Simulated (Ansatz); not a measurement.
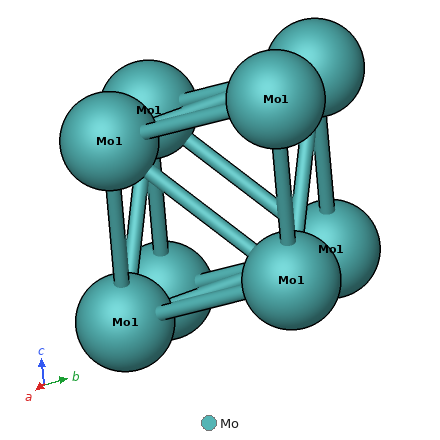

Two computed energy maps of cells of Mo. The picture above is the structure of the first map.

Map 1

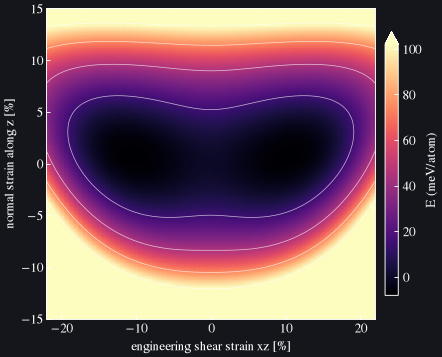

Mo (Fm-3m, No. 225; 1 atom in the cell). 
- The energy is mapped over two homogeneous strains (x, y and z along the cube axes).
- First axis: engineering shear strain xz. Second axis: normal strain along z.
- Nothing is relaxed (symmetry fixes all fractional coordinates).
- Grid: 5 × 5 points; 15 points were computed and 10 follow by symmetry.
- Points are written as (first, second).
- All energies are given in meV/atom relative to the relaxed crystal.
- Method: Ansatz 0.2.0, DFT PBE, scalar-relativistic, plane waves, PAW. Settings: cutoff 420 eV, k-mesh 20×20×20, gaussian smearing 0.15 eV, no spin polarisation.

Drawn: a smooth colour map with a few white contour lines, one colour for all values above the top of the scale. Between grid points the surface is interpolated.

Map 2

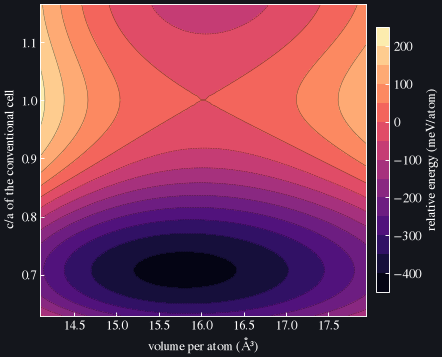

Mo (Fm-3m, No. 225; 1 atom in the cell). 
- The energy is mapped over volume and the cell's shape.
- Coordinates scanned: (1) volume per atom; (2) c/a of the conventional cell.
- Nothing is relaxed (symmetry fixes all fractional coordinates).
- The grid has 7 × 9 points.
- Points are written as (first, second).
- All energies are given in meV/atom relative to the relaxed crystal.
- Computed with DFT PBE, scalar-relativistic, plane waves, PAW in Ansatz 0.2.0. Settings: cutoff 420 eV, k-mesh 22×22×22, gaussian smearing 0.15 eV, no spin polarisation.

The picture shows filled contours. Between grid points the surface is interpolated.

Q: What does each map show?

A: Map 1: The lowest grid point is at (−11 %, 0.0 %), −7 meV/atom from the relaxed crystal; the map holds 2 wells of about this depth. The reference structure, at (0 %, 0.0 %), is a saddle of this map. No other kind of well shows on this grid. The highest grid point, (−22 %, −15.0 %), lies 578 meV/atom above the lowest. Round the minimum the valley is somewhat tilted: raising engineering shear strain xz shifts the best value of normal strain along z downwards (coupling k₁₂/√(k₁₁k₂₂) about 0.3). The reference (Fm-3m) is not the lowest structure on this map: a distortion lowers the energy (space group Immm at the lowest grid point).
Map 2: The lowest grid point is at (16.02 Å³, 0.734), −403 meV/atom from the relaxed crystal. The bottom of the well lies between grid points, at about (15.79 Å³, 0.707), about 16 meV/atom lower on the interpolated surface. The reference structure, at (16.02 Å³, 1.000) [fcc], is a saddle of this map. No other kind of well shows on this grid. The highest grid point, (14.10 Å³, 1.000) [fcc], lies 616 meV/atom above the lowest. Round the minimum the two coordinates are nearly uncoupled. The reference (Fm-3m) is not the lowest structure on this map: the low region lies near c/a = 0.71, the bcc structure.

Q: Maps 1, 2 start from a relaxed reference structure. Do they show a way to lower its energy?

A: Yes. In map 1 the point (−11 %, 0.0 %) lies 7 meV/atom below the reference. In map 2 the point (16.02 Å³, 0.734) lies 403 meV/atom below the reference.
